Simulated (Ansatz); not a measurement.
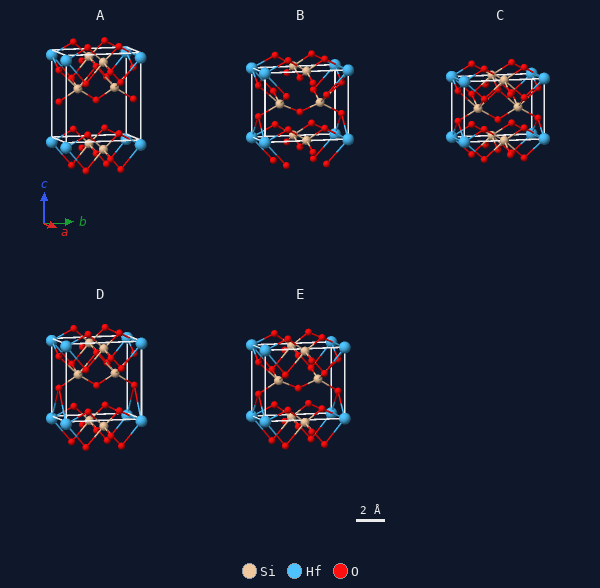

5 geometries from one relaxation of a crystal of HfSi3O8 (built on the tetragonal host type), in shuffled order. The picture is a ball-and-stick view of the cell of the calculation, seen slightly off an axis.

Level of theory: DFT, PBE, plane waves, PAW in Ansatz 0.2.0. (plane-wave cutoff 420 eV; k-point mesh 8 × 4 × 6; occupations fermi dirac; smearing width 0.02 eV; no spin polarisation; cell and atoms relaxed; force threshold 0.005 eV/Å)

Question: Put them in the order of the run, from the start to the converged end.

Answer: C, B, E, D, A. They are steps 0, 3, 9, 19, 52, at +986 meV per atom, +169 meV per atom, +128 meV per atom, +22.7 meV per atom relative to the last. The energy falls by 986 meV per atom in 43 accepted moves (52 points after the start). The largest force component goes from 9.1 to 0.0016 eV/Å. Pressure: 98.08 GPa at the start and 0.01 GPa at the end. The line search rejected the trial steps at points 8, 12 of the run. At 7 points the geometry stayed and the basis and grid were re-selected for the new cell (energy shift of 70.5 meV per atom at most each time). The largest move relative to the cell is that of an O atom, 0.89 Å along +c. By element the largest moves are O 0.89 Å, Si 0.60 Å, Hf 0.38 Å. The volume changes by +54.1 %, with a 3.092 → 3.538 Å (+14.4 %), b 6.184 → 5.766 Å (−6.8 %), c 4.495 → 6.491 Å (+44.4 %). Some distances before and after: O–Si 2.060 → 3.885 Å, O–Si 2.060 → 3.681 Å, Hf–O 2.060 → 3.665 Å, Hf–Hf 3.092 → 3.538 Å. Bonds break: Hf–O (2.06 → 3.66 Å). Bond angles that change, for instance: O–Si–O 120.3° → 94.1°, O–Si–O 120.3° → 146.2°, Si–O–Si 120.3° → 146.2°. The space group stays Pmm2 (No. 25). Cost: 4.4 min on 1 × NVIDIA H100 80GB HBM3 with 2 threads of AMD EPYC 7R13 Processor (Zen 3) (shared host), peak memory 1.1 GiB.
